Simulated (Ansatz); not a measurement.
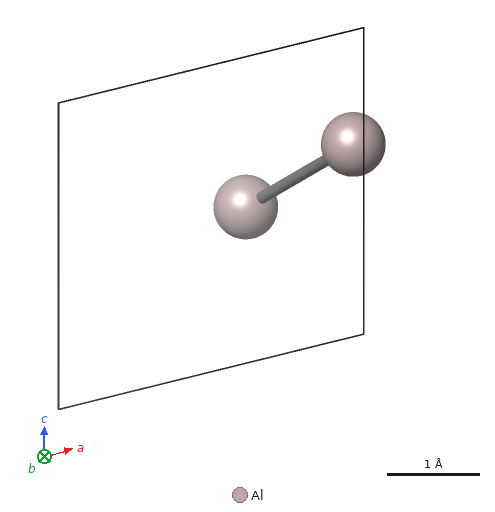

This is the input geometry for a relaxation of a crystal of Al (built on the random type) (coarse preliminary run). A ball-and-stick model of the cell of the calculation, seen along the b axis.

Case: random cell without symmetry.

Computed with Ansatz 0.2.0, DFT PBE, scalar-relativistic, plane waves, PAW.

Input file:
```yaml
crystal:
  lattice:
    - [3.6388880045, 0.0, 0.0]
    - [-0.9738588476, 2.7840065805, 0.0]
    - [1.1973649654, -0.9922347081, 3.2518826423]
  atoms:
    - { symbol: Al, position: [0.6136090942, 0.9649877147, 0.5097193251] }
    - { symbol: Al, position: [0.9659637926, 0.5112678705, 0.6275106763] }
basis:
  ecutwfc: 420
kpoints:
  mp_grid: { grid: [6, 6, 6] }
hamiltonian:
  xc: pbe
scf:
  occupations: { method: gaussian, width: 0.1 }
  lower_state_search: "off"
output:
  forces: true
  stress: true
  eigenvalues: true
relax:
  adjacent_minimum: "off"
  f_tol: 0.04
  max_steps: 70
  cell: { stress_tol: 0.4 }
```

> Predict the outcome.

After 15 accepted moves (17 points after the start) the energy has fallen by 7.254 eV per cell of the calculation. Largest force component: 14 eV/Å at the start, 0.00055 eV/Å at the end. The pressure goes from 69.76 to −0.05 GPa. At 2 points the geometry stayed and the basis and grid were re-selected for the new cell (energy shift of 32.0 meV per cell of the calculation at most each time). The largest moves relative to the cell, 0.63 Å, are those of Al1 and Al2. Al1 goes roughly along [−1 0 −3]. The volume changes by +0.4 %, with a 3.639 → 4.079 Å (+12.1 %), b 2.949 → 2.847 Å (−3.5 %), c 3.605 → 2.847 Å (−21.0 %), α 111.7° → 90.0°, β 70.6° → 90.0°, γ 109.3° → 90.1°. Some distances before and after: Al1–Al2 5.435 → 2.867 Å, Al1–Al2 (another image) 4.148 → 2.865 Å, Al1–Al2 (another image) 1.706 → 2.865 Å, Al1–Al2 (another image) 3.750 → 2.864 Å. Bond angles that change, for instance: Al1–Al2–Al1 91.8° → 59.6°, Al1–Al2–Al1 150.1° → 120.4°, Al1–Al2–Al1 84.4° → 59.5°. The space group (tolerance 0.01 Å) goes from P-1 (No. 2) to I4/mmm (No. 139). The run took about 20 core-seconds on a shared host.

Final geometry:

```
CELL_PARAMETERS angstrom
3.95412 0.77527 -0.63202
-0.46508 2.76388 0.50237
0.52489 -0.41468 2.76759
ATOMIC_POSITIONS crystal
Al 0.53979 0.98818 0.31864
Al 0.03978 0.48807 0.81859
```

The end point in the same view:

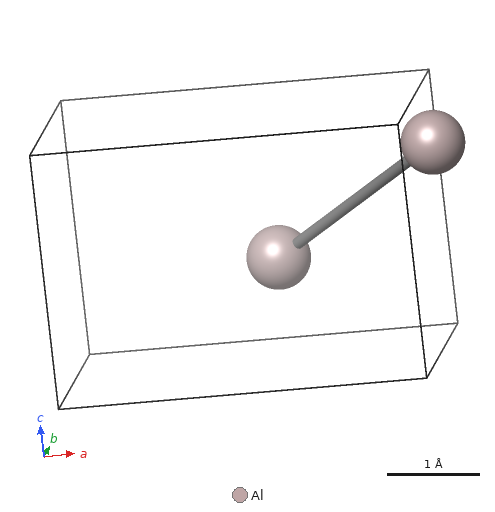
